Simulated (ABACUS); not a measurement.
**A series of single points on Sc**

System: Sc (I4/mmm, 1 atom in the cell).
Method: Kohn-Sham DFT of a periodic cell, PBE, PseudoDojo NC SR 0.4.1 PBE standard, no spin polarisation (ABACUS 3.10.1).

The 7 runs differ only in the geometry, by an even scaling of the cell at fixed fractional positions. The structure derives from a Materials Project entry.

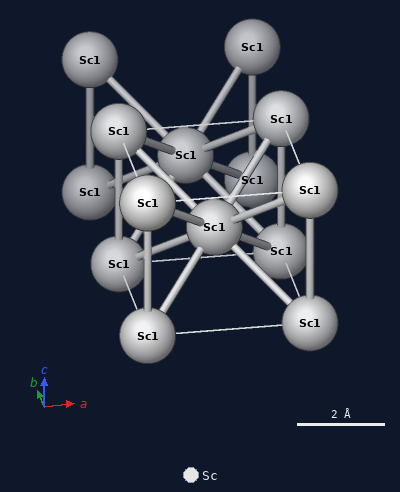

Figure 1. The structure of run 4 (ball-and-stick view of the cell 2 times as large as that of the calculation, set on its symmetry axes, repeated 1 × 2 × 1, seen at an oblique angle; atoms are numbered from 1 in the order of the input).

## Input file of run 4
```
INPUT_PARAMETERS
suffix              Sc
calculation         scf
basis_type          pw
pseudo_dir          ./
symmetry            1
dft_functional      pbe
ecutwfc             79
pseudo_rcut         10
nspin               1
nbands              10
ks_solver           dav
smearing_method     fd
smearing_sigma      0.00367493
scf_thr             1e-08
scf_nmax            100
mixing_type         broyden
mixing_beta         0.7
cal_force           1
cal_stress          1
kpar                4
```

## File STRU of run 4
```
ATOMIC_SPECIES
Sc 44.9559 Sc.upf

LATTICE_CONSTANT
1.8897261246

LATTICE_VECTORS
-1.9172054859 1.9172054859 1.7176030000
1.9172054859 -1.9172054859 1.7176030000
1.9172054859 1.9172054859 -1.7176030000

ATOMIC_POSITIONS
Direct

Sc
0.0
1
0.0000000000 0.0000000000 0.0000000000 1 1 1
```

## File KPT of run 4
```
K_POINTS
0
Gamma
10 10 10 0 0 0
```

Command:
```bash
OMP_NUM_THREADS=1 mpirun -np 4 abacus > log
```

Run 6 differs from it as follows:
```diff
--1.9172054859 1.9172054859 1.7176030000
-1.9172054859 -1.9172054859 1.7176030000
-1.9172054859 1.9172054859 -1.7176030000
+-1.9424347671 1.9424347671 1.7402056315
+1.9424347671 -1.9424347671 1.7402056315
+1.9424347671 1.9424347671 -1.7402056315
```

## Results, with one run withheld

| run | volume per atom (Å³) | free energy per atom, from the lowest run given (meV) | pressure (GPa) |
| --- | --- | --- | --- |
| 1 | 23.738 | 8.86 | 2.58 |
| 2 | 24.243 | 2.59 | 1.37 |
| 3 | 24.748 | 0.00 | 0.25 |
| 4 | 25.253 | 0.79 | −0.79 |
| 5 | 25.758 | 4.70 | −1.74 |
| 6 | 26.264 | ? | ? |
| 7 | 26.769 | 20.89 | −3.42 |

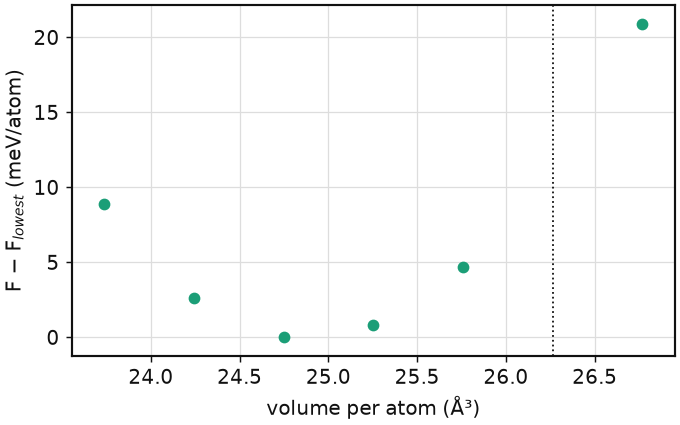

Figure 2. Free energy per atom of the runs given; the dotted line marks run 6.

Fit the runs given and predict run 6.

A cubic polynomial in V^(−2/3) (the Birch–Murnaghan form), fitted to the 6 runs given, misses them by under 0.01 meV per atom. With x = V^(−2/3) − 0.11680 Å⁻², it reads F = 0.088313 − 720.98 x + 6.6036e+05 x² − 2.4502e+06 x³ (meV per atom). At run 6 it gives 11.48 meV per atom, and the run itself gives 11.48. The slope of the fit gives a pressure −dF/dV of −2.58 GPa there, and the run prints −2.61 GPa. The fit has its minimum at 24.876 Å³ per atom, where V d²F/dV² gives 51.7 GPa. Cell shape and fractional positions are held, so this is the stiffness under even scaling; the relaxed bulk modulus wasn't computed.

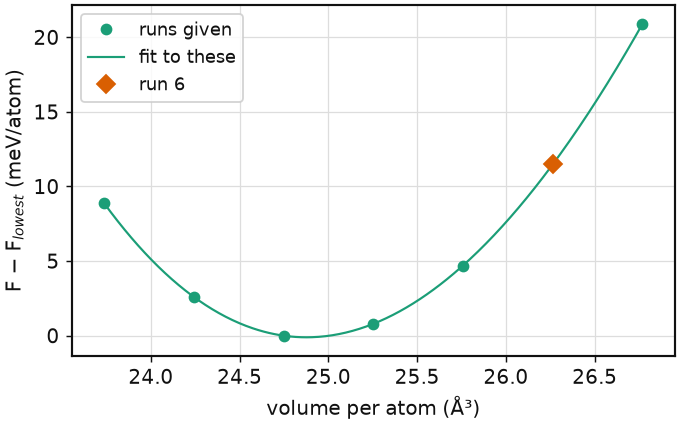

Figure 3. The fit and the withheld run.

## Some lines of the output (run 6)
```
[...]
                          Volume (Bohr^3) = 177.235
                             Volume (A^3) = 26.2635
 E_Fermi        0.6536628749         8.8935396701
 E_Fermi        0.6305060054         8.5784742968
 E_Fermi        0.6362342908         8.6564116178
 E_Fermi        0.6349713615         8.6392285831
 E_Fermi        0.6351002604         8.6409823432
 E_Fermi        0.6351831105         8.6421095756
 E_KS(sigma->0) -96.7800511231       -1316.7601480051
 E_Fermi        0.6351683342         8.6419085344
 final etot is -1316.7713938 eV
 EFERMI = 8.6419085344 eV
 TOTAL-PRESSURE: -26.130815 KBAR
 !FINAL_ETOT_IS -1316.7713937781586537 eV
```
